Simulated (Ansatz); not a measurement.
ZrC: geometry relaxation (part 2 of 2)

The same run, continued: ZrC (P-6m2, 2 atoms in the cell); DFT PBE, scalar-relativistic, plane waves, PAW, no spin polarisation (Ansatz 0.2.0); cutoff 420 eV, 12×12×12 k-mesh, Gaussian smearing of 0.05 eV. The structure was built on a prototype by a generator; it need not be a known phase.

Geometry of the input (Å; fractional positions):
```
3.0690  0.0000  0.0000
-1.5345  2.6578  0.0000
0.0000  0.0000  2.9952
Zr 0.0000  0.0000  0.0000
C  0.6667  0.3333  0.5000
```

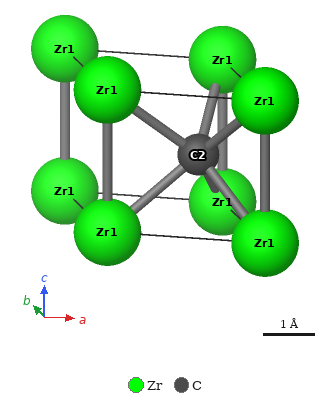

*The geometry at step 3 of the log (ball-and-stick view of the cell of the calculation, seen slightly off an axis; atoms are numbered from 1 in the order of the input).*

What the program printed, continued:
```
relax step   5: F+E_penalty+E_count = -4435.03847454 eV  Δ(F+E_penalty+E_count) = +4.417e-6 eV  max|allowed force component| = 1.203e-16 eV/Å  Δτ_max = 0.0000 Å  P = -0.003 GPa  Ω = 27.165 Å³  energy of the carried Pulay correction = -3.832e-3 eV  (7 SCF iters, dr2 threshold 7.53e-9 eV, accepted)
Basis set: ecut = 420 eV, 549 PW (Γ), exchange–correlation on 48×48×40 points (8 copies of the dense FFT grid, shifted against one another)
Initial wavefunctions: pseudopotential atomic-orbital guess (no wavefunctions were taken with the density)
iter 1 solved again at ethr=1.57e-7 eV; its pass at ethr=3.10e-3 eV (dr2=2.51e-5 eV) is discarded
SCF iter   1: F=—  HF=-4435.045907 eV  |F-HF|=—  |Δ(HF+E_count)|=         —  Δρ=6.25e-4  dr2=2.52e-5  ethr=1.57e-7  ⟨swp⟩=3.1  Hψ=12405  notcnv=0
preconditioner: auto → none  [metal: Δε(μ)=0.017 eV  Ē_g=7.934 eV  σ=0.050 eV  W_gap=0.19  n_scr=8 (ndim 8)  ℏωp=20.2 eV  f_vac=0.000  D(μ)=0.51/eV (n_scr^D=0)]
SCF iter   2: F=—  HF=-4435.045960 eV  |F-HF|=—  |Δ(HF+E_count)|=   5.23e-5  Δρ=2.99e-4  dr2=3.26e-6  ethr=1.57e-7  ⟨swp⟩=2.0  Hψ=2002  notcnv=0
SCF iter   3: F=—  HF=-4435.045973 eV  |F-HF|=—  |Δ(HF+E_count)|=   1.30e-5  Δρ=5.63e-5  dr2=1.10e-7  ethr=2.04e-8  ⟨swp⟩=2.0  Hψ=2117  notcnv=0
SCF iter   4: F=—  HF=-4435.045973 eV  |F-HF|=—  |Δ(HF+E_count)|=   2.55e-7  Δρ=3.24e-6  dr2=8.89e-10  ethr=6.85e-10  ⟨swp⟩=2.0  Hψ=2126  notcnv=0
SCF iter   5: F=—  HF=-4435.045973 eV  |F-HF|=—  |Δ(HF+E_count)|=   1.12e-9  Δρ=5.88e-7  dr2=3.59e-11  ethr=5.56e-12  ⟨swp⟩=2.9  Hψ=2665  notcnv=0
SCF iter   6: F=-4435.045973 eV  HF=-4435.045973 eV  |F-HF|=0.00e0  |Δ(HF+E_count)|=  3.46e-11  Δρ=6.87e-8  dr2=8.08e-13  ethr=1.00e-12  ⟨swp⟩=5.3  Hψ=5921  notcnv=0
SCF 6 converged in 6 iterations: F = -4435.045973 eV  dr2 = 8.08e-13
relax step   6: F+E_penalty+E_count = -4435.04597294 eV  Δ(F+E_penalty+E_count) = -7.498e-3 eV  max|allowed force component| = 8.327e-17 eV/Å  Δτ_max = 0.0000 Å  P = +0.307 GPa  Ω = 27.165 Å³  stress off target by 4.23e-1 GPa  SCF on the basis re-selected at this cell (its energy is not comparable with the rows above)  (6 SCF iters)
basis re-selected at this cell: Δ(F+E_penalty+E_count) = -7.498e-3 eV, ΔP = +0.310 GPa vs the last step (what re-selecting the basis moved, of the pressure what is left beyond the Pulay correction that the steps carried, after the strain that the cell walked since its last selection, with what the two solves' SCF thresholds leave and, on support functions, any second-order correction that the steps lacked; it is no measure of the basis error at this ecutwfc). The dense FFT grid was sized anew with the basis: this SCF ran on 24×24×20 points, the steps before it on 24×24×24, so part of this shift can come from that change (see relax.cell in the input reference). This SCF's stress stands 4.23e-1 GPa from its target on what of the cell is left free (relax.cell.stress_tol is 4.00e-2 GPa) and its largest allowed force component is 8.33e-17 eV/Å (relax.f_tol is 1.00e-2 eV/Å): not within both, so this SCF does not close the relaxation
Crystal: 2 atoms, lattice volume = 27.210 Å³
iter 1 solved again at ethr=1.83e-7 eV; its pass at ethr=3.10e-3 eV (dr2=2.93e-5 eV) is discarded
SCF iter   1: F=—  HF=-4435.045976 eV  |F-HF|=—  |Δ(HF+E_count)|=         —  Δρ=2.89e-4  dr2=2.65e-5  ethr=1.83e-7  ⟨swp⟩=2.0  Hψ=10769  notcnv=0
preconditioner: auto → none  [metal: Δε(μ)=0.012 eV  Ē_g=7.922 eV  σ=0.050 eV  W_gap=0.14  n_scr=8 (ndim 8)  ℏωp=20.1 eV  f_vac=0.000  D(μ)=0.51/eV (n_scr^D=0)]
SCF iter   2: F=—  HF=-4435.045990 eV  |F-HF|=—  |Δ(HF+E_count)|=   1.42e-5  Δρ=7.68e-5  dr2=1.41e-6  ethr=1.66e-7  ⟨swp⟩=2.2  Hψ=1981  notcnv=0
iter 3 did not close the SCF: its close was put off for the readings that it lacked (scf_convergence_deferred on its scf_iter line)
SCF iter   3: F=-4435.045990 eV  HF=-4435.045990 eV  |F-HF|=1.30e-9  |Δ(HF+E_count)|=   2.83e-7  Δρ=1.69e-5  dr2=3.58e-8  ethr=8.79e-9  ⟨swp⟩=2.1  Hψ=1949  notcnv=0
iter 4 did not close the SCF: its close was put off for the readings that it lacked (scf_convergence_deferred on its scf_iter line)
SCF iter   4: F=-4435.045990 eV  HF=-4435.045990 eV  |F-HF|=2.15e-10  |Δ(HF+E_count)|=   6.03e-9  Δρ=2.09e-6  dr2=9.07e-10  ethr=2.24e-10  ⟨swp⟩=2.1  Hψ=2477  notcnv=0
iter 5 did not close the SCF: its close was put off for the readings that it lacked (scf_convergence_deferred on its scf_iter line)
SCF iter   5: F=-4435.045990 eV  HF=-4435.045990 eV  |F-HF|=5.46e-12  |Δ(HF+E_count)|=  5.82e-11  Δρ=2.81e-7  dr2=5.69e-12  ethr=5.67e-12  ⟨swp⟩=2.2  Hψ=2271  notcnv=0
SCF iter   6: F=-4435.045990 eV  HF=-4435.045990 eV  |F-HF|=1.82e-12  |Δ(HF+E_count)|=  7.28e-12  Δρ=2.50e-8  dr2=4.19e-14  ethr=1.00e-12  ⟨swp⟩=1.0  Hψ=3724  notcnv=0
SCF 7 converged in 6 iterations: F = -4435.045990 eV  dr2 = 4.19e-14
relax step   7: F+E_penalty+E_count = -4435.04599017 eV  Δ(F+E_penalty+E_count) = -1.723e-5 eV  max|allowed force component| = 1.527e-16 eV/Å  Δτ_max = 0.0000 Å  P = +0.033 GPa  Ω = 27.210 Å³  energy of the carried Pulay correction = -5.724e-5 eV  (6 SCF iters, dr2 threshold 2.00e-7 eV, accepted)
Crystal: 2 atoms, lattice volume = 27.215 Å³
iter 1 solved again at ethr=2.78e-9 eV; its pass at ethr=3.10e-3 eV (dr2=4.44e-7 eV) is discarded
SCF iter   1: F=—  HF=-4435.045965 eV  |F-HF|=—  |Δ(HF+E_count)|=         —  Δρ=3.10e-5  dr2=3.85e-7  ethr=2.78e-9  ⟨swp⟩=1.0  Hψ=9696  notcnv=0
preconditioner: auto → none  [metal: Δε(μ)=0.012 eV  Ē_g=7.922 eV  σ=0.050 eV  W_gap=0.13  n_scr=8 (ndim 8)  ℏωp=20.1 eV  f_vac=0.000  D(μ)=0.52/eV (n_scr^D=0)]
SCF iter   2: F=—  HF=-4435.045985 eV  |F-HF|=—  |Δ(HF+E_count)|=   2.02e-5  Δρ=7.96e-6  dr2=2.56e-8  ethr=2.40e-9  ⟨swp⟩=2.1  Hψ=1854  notcnv=0
iter 3 did not close the SCF: its close was put off for the readings that it lacked (scf_convergence_deferred on its scf_iter line)
SCF iter   3: F=-4435.045985 eV  HF=-4435.045985 eV  |F-HF|=1.09e-11  |Δ(HF+E_count)|=   5.38e-9  Δρ=1.19e-6  dr2=2.23e-10  ethr=1.60e-10  ⟨swp⟩=2.0  Hψ=1884  notcnv=0
iter 4 did not close the SCF: its close was put off for the readings that it lacked (scf_convergence_deferred on its scf_iter line)
SCF iter   4: F=-4435.045985 eV  HF=-4435.045985 eV  |F-HF|=1.82e-12  |Δ(HF+E_count)|=  7.19e-11  Δρ=2.22e-7  dr2=5.85e-12  ethr=1.40e-12  ⟨swp⟩=2.7  Hψ=2589  notcnv=0
iter 5 did not close the SCF: its close was put off for the readings that it lacked (scf_convergence_deferred on its scf_iter line)
SCF iter   5: F=-4435.045985 eV  HF=-4435.045985 eV  |F-HF|=1.82e-12  |Δ(HF+E_count)|=  3.64e-12  Δρ=1.67e-8  dr2=3.91e-14  ethr=1.00e-12  ⟨swp⟩=1.0  Hψ=1596  notcnv=0
iter 6 did not close the SCF: its close was put off for the readings that it lacked (scf_convergence_deferred on its scf_iter line)
SCF iter   6: F=-4435.045985 eV  HF=-4435.045985 eV  |F-HF|=1.82e-12  |Δ(HF+E_count)|=    0.00e0  Δρ=4.77e-9  dr2=6.93e-15  ethr=1.00e-12  ⟨swp⟩=1.0  Hψ=1596  notcnv=0
SCF iter   7: F=-4435.045985 eV  HF=-4435.045985 eV  |F-HF|=9.09e-13  |Δ(HF+E_count)|=  9.09e-13  Δρ=1.37e-9  dr2=5.57e-16  ethr=1.00e-12  ⟨swp⟩=1.0  Hψ=3724  notcnv=0
SCF 8 converged in 7 iterations: F = -4435.045985 eV  dr2 = 5.57e-16
relax step   8: F+E_penalty+E_count = -4435.04598471 eV  Δ(F+E_penalty+E_count) = +5.456e-6 eV  max|allowed force component| = 1.203e-16 eV/Å  Δτ_max = 0.0000 Å  P = -0.001 GPa  Ω = 27.215 Å³  energy of the carried Pulay correction = -6.319e-5 eV  (7 SCF iters, dr2 threshold 4.36e-9 eV, accepted)
iter 1 solved again at ethr=1.96e-7 eV; its pass at ethr=3.10e-3 eV (dr2=3.14e-5 eV) is discarded
SCF iter   1: F=—  HF=-4435.046030 eV  |F-HF|=—  |Δ(HF+E_count)|=         —  Δρ=7.71e-6  dr2=2.47e-9  ethr=1.96e-7  ⟨swp⟩=3.1  Hψ=12328  notcnv=0
eigensolver tolerance schedule: the retry pair's looser diagonalisation over-reported the residual by 12726.62 of it (diagonalisation noise at 4.16 of the residual, at the tolerance the schedule requests for it); recorded, not acted on — ethr = c·dr2/N_el stays at c = 1.0e-1
SCF iter   2: F=—  HF=-4435.046050 eV  |F-HF|=—  |Δ(HF+E_count)|=   2.01e-5  Δρ=3.65e-6  dr2=5.58e-10  ethr=1.54e-11  ⟨swp⟩=3.3  Hψ=3373  notcnv=0
SCF iter   3: F=—  HF=-4435.046050 eV  |F-HF|=—  |Δ(HF+E_count)|=   1.84e-9  Δρ=8.12e-7  dr2=7.60e-11  ethr=3.49e-12  ⟨swp⟩=2.4  Hψ=2582  notcnv=0
iter 4 did not close the SCF: its close was put off for the readings that it lacked (scf_convergence_deferred on its scf_iter line)
SCF iter   4: F=-4435.046050 eV  HF=-4435.046050 eV  |F-HF|=5.46e-12  |Δ(HF+E_count)|=  4.73e-11  Δρ=3.03e-7  dr2=8.35e-12  ethr=1.00e-12  ⟨swp⟩=1.0  Hψ=1601  notcnv=0
iter 5 did not close the SCF: its close was put off for the readings that it lacked (scf_convergence_deferred on its scf_iter line)
SCF iter   5: F=-4435.046050 eV  HF=-4435.046050 eV  |F-HF|=1.82e-12  |Δ(HF+E_count)|=  9.09e-12  Δρ=4.08e-8  dr2=2.39e-13  ethr=1.00e-12  ⟨swp⟩=1.0  Hψ=1596  notcnv=0
iter 6 did not close the SCF: its close was put off for the readings that it lacked (scf_convergence_deferred on its scf_iter line)
SCF iter   6: F=-4435.046050 eV  HF=-4435.046050 eV  |F-HF|=9.09e-13  |Δ(HF+E_count)|=    0.00e0  Δρ=4.25e-9  dr2=5.84e-15  ethr=1.00e-12  ⟨swp⟩=1.0  Hψ=1596  notcnv=0
iter 7 did not close the SCF: its close was put off for the readings that it lacked (scf_convergence_deferred on its scf_iter line)
SCF iter   7: F=-4435.046050 eV  HF=-4435.046050 eV  |F-HF|=1.82e-12  |Δ(HF+E_count)|=  1.82e-12  Δρ=7.75e-10  dr2=8.32e-17  ethr=1.00e-12  ⟨swp⟩=1.0  Hψ=1596  notcnv=0
SCF iter   8: F=-4435.046050 eV  HF=-4435.046050 eV  |F-HF|=9.09e-13  |Δ(HF+E_count)|=  2.73e-12  Δρ=6.99e-10  dr2=1.62e-16  ethr=1.00e-12  ⟨swp⟩=1.9  Hψ=4066  notcnv=0
SCF 9 converged in 8 iterations: F = -4435.046050 eV  dr2 = 1.62e-16
relax step   9: F+E_penalty+E_count = -4435.04604968 eV  Δ(F+E_penalty+E_count) = -6.497e-5 eV  max|allowed force component| = 7.401e-17 eV/Å  Δτ_max = 0.0000 Å  P = -0.000 GPa  Ω = 27.215 Å³  stress off target by 3.09e-3 GPa  SCF on the basis re-selected at this cell (its energy is not comparable with the rows above)  (8 SCF iters)
basis re-selected at this cell: Δ(F+E_penalty+E_count) = -6.497e-5 eV, ΔP = +0.001 GPa vs the last step (what re-selecting the basis moved, of the pressure what is left beyond the Pulay correction that the steps carried, after the strain that the cell walked since its last selection, with what the two solves' SCF thresholds leave and, on support functions, any second-order correction that the steps lacked; it is no measure of the basis error at this ecutwfc). This SCF's stress stands 3.09e-3 GPa from its target on what of the cell is left free (relax.cell.stress_tol is 4.00e-2 GPa) and its largest allowed force component is 7.40e-17 eV/Å (relax.f_tol is 1.00e-2 eV/Å): within both
SCF converged after 8 iterations
Free energy (F): -4435.046050 eV
Harris-Foulkes:  -4435.046050 eV  (|F-HF|=9.09e-13)
Internal energy: -4435.045400 eV  (E = F + TS)
E sigma→0 (E₀):  -4435.045725 eV
Entropy (-TS):   -0.000650 eV (-0.325 meV/atom)
Fermi energy:    13.988290 eV
--- Per-component energies (eV) ---
  E_band       = -59.998726
  E_kinetic    = 421.583875
  E_local      = -639.250961  (includes V_loc(G=0)·N_el)
  E_nonlocal   = 105.298758
  E_hartree    = 194.918107
  E_xc         = -210.701366
  E_vxc        = -251.813287  (∫ρ·V_xc dr)
  E_paw        = -3052.179161  (= ΣΔE_a)
  E_vpaw       = -85.653354  (= ΣTr[D̂ρ^β])
  E_aug_tail   = 0.000030  (compensation charges beyond the density's cutoff)
  E_ewald      = -1254.714681
  E_smearing   = -0.000650  (= −TS)
  E_closure    = -0.000000  (closes the sum)
  Σ components = -4435.046050   (vs F -4435.046050, Δ=0.00e0)
--- Forces (eV/Å), atoms counted from 1 ---
  atom   1  Zr     0.00000000     0.00000000     0.00000000
  atom   2  C     -0.00000000     0.00000000     0.00000000
  max |Σ_I F_I| component: 1.48e-16 eV/Å
--- Stress (GPa, compression-positive) ---
        0.001536      -0.000000       0.000000
       -0.000000       0.001536       0.000000
        0.000000       0.000000      -0.003087
  P = ⅓ Tr σ = -0.0000 GPa (-0.000 kbar)
--- Band table (eV; the first three rows and the last of 133) ---
  k-point 0: bands = ["-34.2087", "-12.0128", "-12.0128", "-11.6131", "3.0244", "12.4184", "12.4184", "12.7661", "15.6971", "19.1915", "19.2421", "19.2421"]
  k-point 1: bands = ["-34.2001", "-12.0046", "-12.0046", "-11.7013", "3.1646", "12.4882", "12.4882", "12.6937", "15.6912", "18.4799", "18.4799", "19.3408"]
  k-point 2: bands = ["-34.1762", "-11.9821", "-11.9821", "-11.9359", "3.5610", "12.2720", "12.6851", "12.6851", "16.0105", "17.4105", "17.4105", "19.7331"]
  k-point 132: bands = ["-33.9900", "-12.6000", "-12.3683", "-12.3126", "5.0861", "9.5794", "10.9914", "14.2434", "15.5647", "19.9266", "20.0432", "21.7669"]
--- Relaxed structure (7 steps of the walk, 7 accepted, 2 SCFs on fresh bases) ---
  F+E_penalty+E_count = -4435.04604968 eV   max|allowed force component| = 7.401e-17 eV/Å   (the final SCF, on the basis selected at the relaxed cell)
  cell:  # Å, volume = 27.2151 Å³
    - [3.2695327458975063, 3.075377050359693e-11, 0.0]
    - [-1.6347663729753867, 2.8314984164369554, 0.0]
    - [0.0, 0.0, 2.9397343697105702]
  atoms:
    - { symbol: Zr, position: [-3.700743415524894e-17, -4.830820803113714e-34, 0.0] }
    - { symbol: C, position: [0.6666666666666666, 0.33333333333333337, 0.49999999999999994] }
```

Trajectory as extended XYZ (Å, eV, eV/Å), 9 frames, from step=1 to step=9:
```
2
Lattice="3.0690 0.0000 0.0000 -1.5345 2.6578 0.0000 0.0000 0.0000 2.9952" Properties=species:S:1:pos:R:3:forces:R:3 step=1 energy=-4434.75158 pressure_GPa=22.05
Zr    0.0000    0.0000    0.0000    0.0000   0.0000   0.0000
C     1.5345    0.8859    1.4976    0.0000   0.0000   0.0000
2
Lattice="3.2223 0.0000 0.0000 -1.6112 2.7906 0.0000 0.0000 0.0000 2.9543" Properties=species:S:1:pos:R:3:forces:R:3 step=2 energy=-4435.02649 pressure_GPa=3.93
Zr    0.0000    0.0000    0.0000    0.0000   0.0000   0.0000
C     1.6112    0.9302    1.4772    0.0000   0.0000   0.0000
2
Lattice="3.2580 0.0000 0.0000 -1.6290 2.8215 0.0000 0.0000 0.0000 2.9438" Properties=species:S:1:pos:R:3:forces:R:3 step=3 energy=-4435.03820 pressure_GPa=0.64
Zr    0.0000    0.0000    0.0000    0.0000   0.0000   0.0000
C     1.6290    0.9405    1.4719    0.0000   0.0000   0.0000
2
Lattice="3.2655 0.0000 0.0000 -1.6328 2.8280 0.0000 0.0000 0.0000 2.9410" Properties=species:S:1:pos:R:3:forces:R:3 step=4 energy=-4435.03848 pressure_GPa=0.02
Zr    0.0000    0.0000    0.0000    0.0000   0.0000   0.0000
C     1.6328    0.9427    1.4705    0.0000   0.0000   0.0000
2
Lattice="3.2660 0.0000 0.0000 -1.6330 2.8285 0.0000 0.0000 0.0000 2.9406" Properties=species:S:1:pos:R:3:forces:R:3 step=5 energy=-4435.03848 pressure_GPa=-0.00
Zr    0.0000    0.0000    0.0000    0.0000   0.0000   0.0000
C     1.6330    0.9428    1.4703    0.0000   0.0000   0.0000
2
Lattice="3.2660 0.0000 0.0000 -1.6330 2.8285 0.0000 0.0000 0.0000 2.9406" Properties=species:S:1:pos:R:3:forces:R:3 step=6 energy=-4435.04597 pressure_GPa=0.31
Zr    0.0000    0.0000    0.0000    0.0000   0.0000   0.0000
C     1.6330    0.9428    1.4703    0.0000   0.0000   0.0000
2
Lattice="3.2694 0.0000 0.0000 -1.6347 2.8314 0.0000 0.0000 0.0000 2.9395" Properties=species:S:1:pos:R:3:forces:R:3 step=7 energy=-4435.04599 pressure_GPa=0.03
Zr    0.0000    0.0000    0.0000    0.0000   0.0000   0.0000
C     1.6347    0.9438    1.4698    0.0000   0.0000   0.0000
2
Lattice="3.2695 0.0000 0.0000 -1.6348 2.8315 0.0000 0.0000 0.0000 2.9397" Properties=species:S:1:pos:R:3:forces:R:3 step=8 energy=-4435.04598 pressure_GPa=-0.00
Zr    0.0000    0.0000    0.0000    0.0000   0.0000   0.0000
C     1.6348    0.9438    1.4699    0.0000   0.0000   0.0000
2
Lattice="3.2695 0.0000 0.0000 -1.6348 2.8315 0.0000 0.0000 0.0000 2.9397" Properties=species:S:1:pos:R:3:forces:R:3 step=9 energy=-4435.04605 pressure_GPa=-0.00
Zr    0.0000    0.0000    0.0000    0.0000   0.0000   0.0000
C     1.6348    0.9438    1.4699    0.0000   0.0000   0.0000
```

Summary:

| quantity | value |
| --- | --- |
| outcome | converged |
| space group (tolerance 0.01 Å) | P-6m2 (187) |
| electrons treated | 16 |
| free energy | −4435.0460 eV |
| Fermi energy | 13.988 eV |
| gap on the k-point mesh | none (metallic) |
| pressure | 0.00 GPa |
| final volume | 27.22 Å³ |
| largest force (length of the vector) at the end | under 0.001 eV/Å |
| final cell | a = 3.270 Å, b = 3.270 Å, c = 2.940 Å, α = 90.00°, β = 90.00°, γ = 120.00° |
| hardware | 4 threads of Intel Xeon (Sapphire Rapids), 16 GiB of memory available, shared host |
| wall time | 11 s (CPU time 39 s) |
| peak memory | 0.46 GiB |
